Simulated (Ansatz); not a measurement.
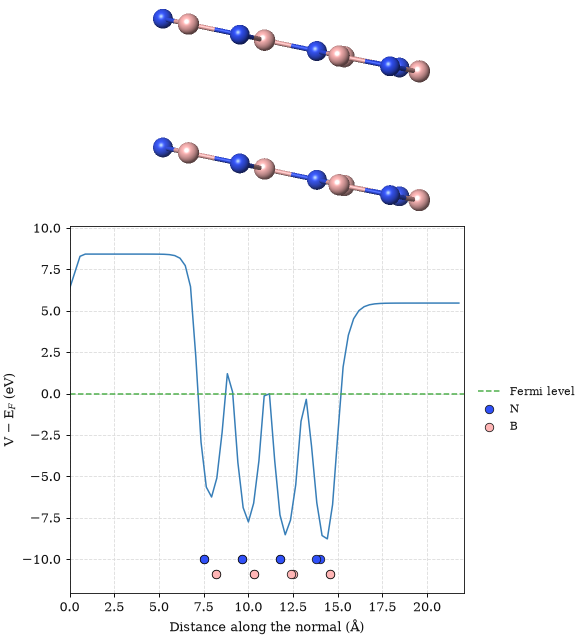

Plane-averaged electrostatic potential energy of an electron across the slab; circles at the bottom mark the heights of the atoms (positions after relaxation). The structure is drawn too.

Calculation on a (101) slab cut from BN (R3m), ended by B above and N below, 16 atoms in the cell, upper atoms moved at random (sigma 0.25 A), then relaxed.

Method: DFT PBEsol, scalar-relativistic, plane waves, PAW, no spin polarisation, 6×8×1 k mesh, 420 eV cutoff, Gaussian smearing of 0.05 eV (Ansatz).

**Read off the work function of each face.**

The work function is 5.46 eV at the right face and 8.42 eV at the left.

**Do the two faces differ, and what does that say about the slab's dipole?**

The vacuum level is 2.96 eV higher at the left than at the right, so the slab carries a dipole along its normal; the ramp in the vacuum, at or near the edge of the plot, is the dipole correction that keeps each side flat. Some atoms were held fixed in the relaxation, which can itself make the faces differ.
